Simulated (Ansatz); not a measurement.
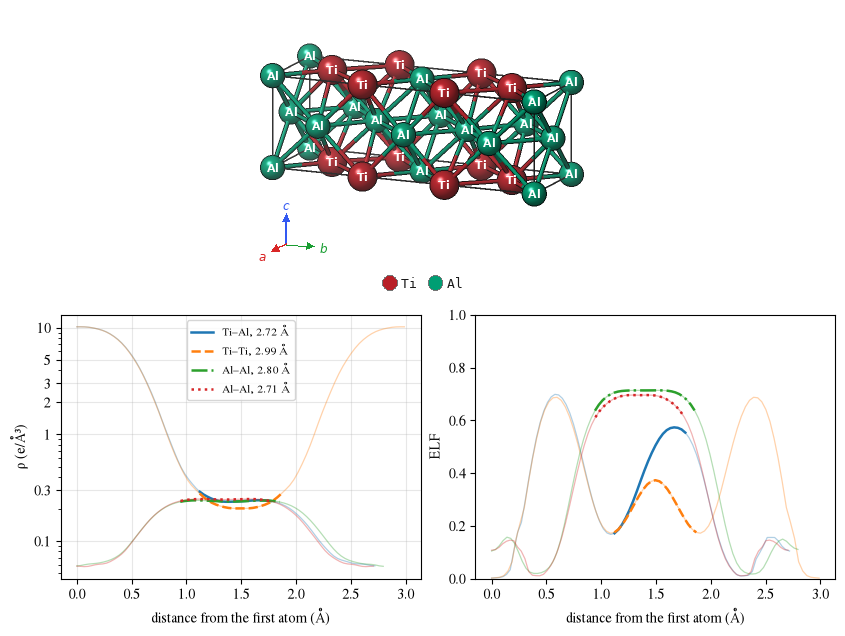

Figure. TiAl2. Valence charge density (pseudo) and ELF along straight lines between neighbouring atoms. Thin, pale parts lie inside the atomic spheres. The structure is drawn too.

Space group Cmmm; computed without spin polarisation.

The calculation used DFT r2SCAN, scalar-relativistic, plane waves, PAW in Ansatz.

In a PAW calculation such maps are meaningful between the atoms, not at the nuclei.

> Compare the contacts.

Ti–Al (2.72 Å): ρ at the midpoint is about 0.23 e/Å³; the ELF is about 0.35 at the midpoint.
Ti–Ti (2.99 Å): ρ at the midpoint is about 0.2 e/Å³; the ELF is about 0.35 at the midpoint.
Al–Al (2.80 Å): the density is about 0.23 e/Å³ at the midpoint; the ELF peaks at about 0.70 between the atoms.
Al–Al (2.71 Å): ρ at the midpoint is about 0.25 e/Å³; the ELF peaks at about 0.70 between the atoms.
